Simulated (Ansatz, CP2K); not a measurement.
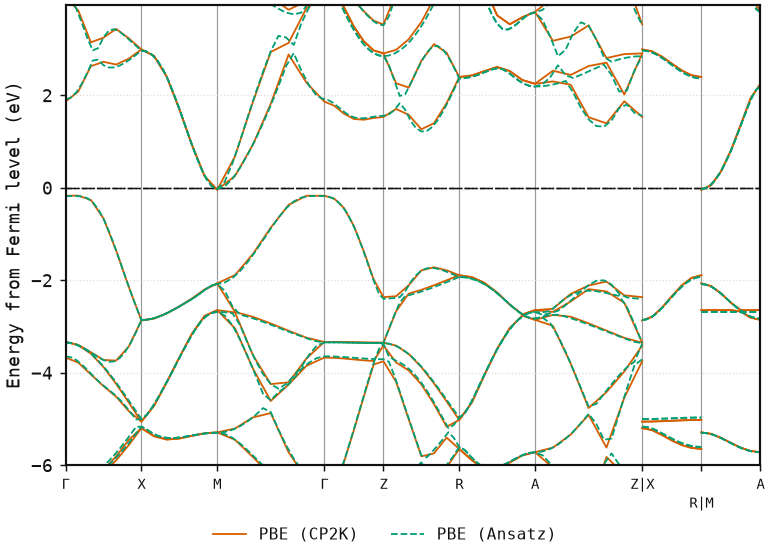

Band structures of SnO, space group P4/nmm, 4 atoms in the cell (a = 3.814 Å, c = 4.887 Å (tetragonal axes)), by two programs with one functional on the same cell. Each is counted from its own Fermi level.

How do the runs compare?

Answer. PBE (CP2K) gives a gap of 0.12 eV along the path and PBE (Ansatz) gives a gap of 0.15 eV along the path.

Settings. PBE (CP2K): POTENTIAL_UZH Sn GTH-PBE-q4, O GTH-PBE-q6; TZVP-MOLOPT-PBE-GTH basis, no spin polarisation, no spin-orbit coupling, 7×7×6 k mesh, Fermi-Dirac smearing of 0.05 eV (CP2K 2026.2). PBE (Ansatz): Ansatz NC, no spin polarisation, no spin-orbit coupling, 7×7×6 k mesh, 1240 eV cutoff, Fermi-Dirac smearing of 0.05 eV (Ansatz 0.2.0).

Bands are joined in order of energy. The cell is at 7 GPa in PBE (CP2K) and 4 GPa in PBE (Ansatz). LDA, GGA and most meta-GGA functionals understate gaps. PBE (CP2K): the basis of atomic orbitals isn't converged, which shifts gaps and empty levels. The cell is a database's computed one. The usual form of SnO is litharge (tetragonal).
